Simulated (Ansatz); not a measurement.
# Fermi surface of HfSi in space group Pnma

Input file:

```yaml
crystal:
  lattice:
    - [6.889, 0.0, 0.0]
    - [0.0, 3.772, 0.0]
    - [0.0, 0.0, 5.223]
  atoms:
    - { symbol: Hf, position: [0.178, 0.25, 0.124] }
    - { symbol: Hf, position: [0.322, 0.75, 0.624] }
    - { symbol: Hf, position: [0.678, 0.25, 0.376] }
    - { symbol: Hf, position: [0.822, 0.75, 0.876] }
    - { symbol: Si, position: [0.04, 0.25, 0.63] }
    - { symbol: Si, position: [0.46, 0.75, 0.13] }
    - { symbol: Si, position: [0.54, 0.25, 0.87] }
    - { symbol: Si, position: [0.96, 0.75, 0.37] }
basis:
  ecutwfc: 420
kpoints:
  mp_grid: { grid: [6, 10, 8] }
hamiltonian:
  xc: lda
  pseudopotentials: { kind: paw }
scf:
  occupations: { method: gaussian, width: 0.05 }
output:
  forces: true
  eigenvalues: true
  eigenstates:
    nscf_kmesh: { grid: [14, 26, 18] }
    top_band: c6
    de_dk: true
    localisation: true
  stress: true
checkpoint:
  write: ck
  compress: false
  write_wavefunctions: false
  write_every: 100000
```

Run with:

```sh
ansatz run input.yaml --threads 2 --pin off --max-ram 5120MiB --backend cpu --events-out ev --progress --plain --runs-dir out
```

Computed with DFT LDA, scalar-relativistic, plane waves, PAW; levels and slopes on a dense k mesh at the converged density in Ansatz 0.2.0. No spin polarisation. k mesh for the levels: 14×26×18. The geometry was not relaxed (residual pressure −6 GPa, largest force 0.9 eV/Å).

Part 1: The sheets

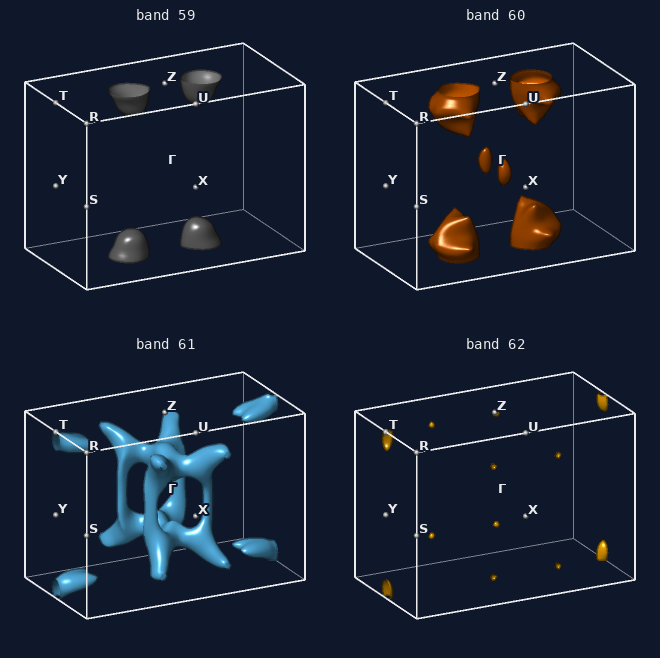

Fermi surface of this crystal. Each panel holds one band. The brighter face of a sheet looks towards empty states.

> Summarise the topology of this Fermi surface.

Four bands cross the Fermi level; this is a three-dimensional metal.

Band 59: two hole pockets on the T–Z line (each 0.83 % of the zone).
Band 60: two hole pockets on the T–Z line (each 2.1 % of the zone) and two hole pockets on the Γ–X line, no more than about three mesh steps wide (each 0.05 % of the zone).
Band 61: one electron pocket centred at T (1.2 % of the zone) and one open electron tube parallel to Γ–X.
Band 62: one electron pocket centred at T, no more than about three mesh steps wide (0.11 % of the zone) and specks under 0.04 % of the zone, which the mesh doesn't resolve and which may come from the interpolation.
A pocket cut by a face of the zone is counted once with the part on the opposite face.
The shape of the surface of band 62 changes its kind within 0.04 eV of this level, so small parts may appear, vanish, join or separate.

> What does the calculation give for N(E_F) and the Drude plasma frequency?

The density of states at the Fermi level is 1.9 states/eV per primitive cell. The intraband plasma frequencies along the cartesian axes x, y and z of the cell as given are 2.6, 2.8 and 2.5 eV.

Part 2: Weight on the atoms

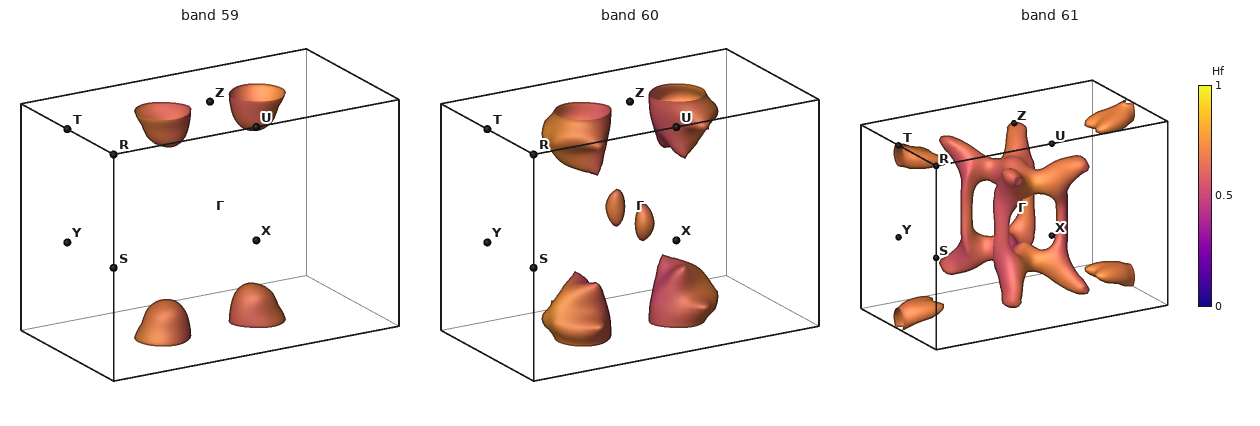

Fermi surface of this crystal (the three sheets of greatest area among four bands), coloured by the weight of the states on Hf (Voronoi cells).

> On which elements do the states at the Fermi level lie?

Band 59: Hf (67 %) and Si (33 %). Band 60: Hf (66 %) and Si (34 %). Band 61: Hf (65 %) and Si (35 %).

Part 3: Speeds

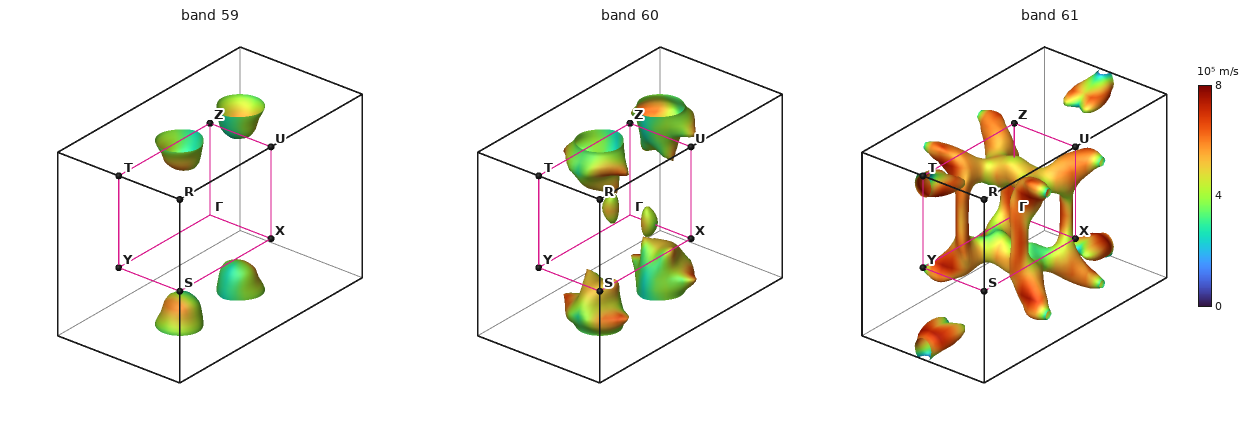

Fermi surface of this crystal (the three sheets of greatest area among four bands), coloured by the Fermi speed.

> How fast are the electrons on each sheet?

Band 59: 2.8 to 5.7 × 10⁵ m/s over most of the sheet, 4.0 × 10⁵ m/s on average over states. Band 60: 2.9 to 6.0 × 10⁵ m/s over most of the sheet, 4.3 × 10⁵ m/s on average over states. Band 61: 3.4 to 7.1 × 10⁵ m/s over most of the sheet, 5.2 × 10⁵ m/s on average over states.

> Which of these bands adds most to the density of states at the Fermi level?

Band 61, with 0.99 of 1.9 states/eV per cell.

Part 4: Cuts and bands

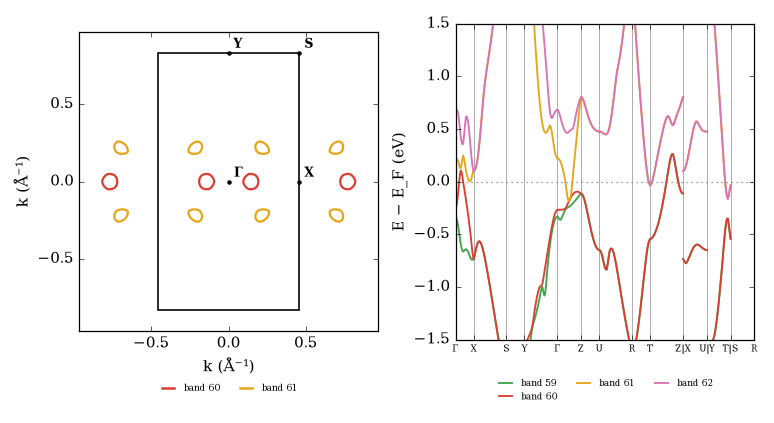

This crystal: cut through the Fermi surface in the plane through Γ, X and Y, and the bands that cross the Fermi level.

> Give each band's level at the labelled points, in eV from the Fermi level.

```json
{"band": "band 59", "Γ": "−0.33", "X": "−0.74", "Z": "−0.11", "U": "−0.65", "Y": "below", "S": "below"}
{"band": "band 60", "Γ": "−0.27", "X": "−0.74", "Z": "−0.11", "U": "−0.65", "Y": "below", "S": "below"}
{"band": "band 61", "Γ": "+0.22", "X": "+0.10", "Z": "+0.80", "U": "+0.48", "Y": "above", "S": "above"}
{"band": "band 62", "Γ": "+0.68", "X": "+0.10", "Z": "+0.80", "U": "+0.48", "Y": "above", "S": "above"}
```

Negative values are filled states; "above" and "below" lie outside the plotted window.

Spin-orbit coupling is left out; with Hf it can split, shift or remove sheets. Necks and pockets thinner than about two mesh steps aren't resolved, so separate pockets may in truth be joined.

Time for the whole run: 9.6 min on 2 threads of Arm Neoverse N1, on a shared host, peak memory 3.8 GiB.
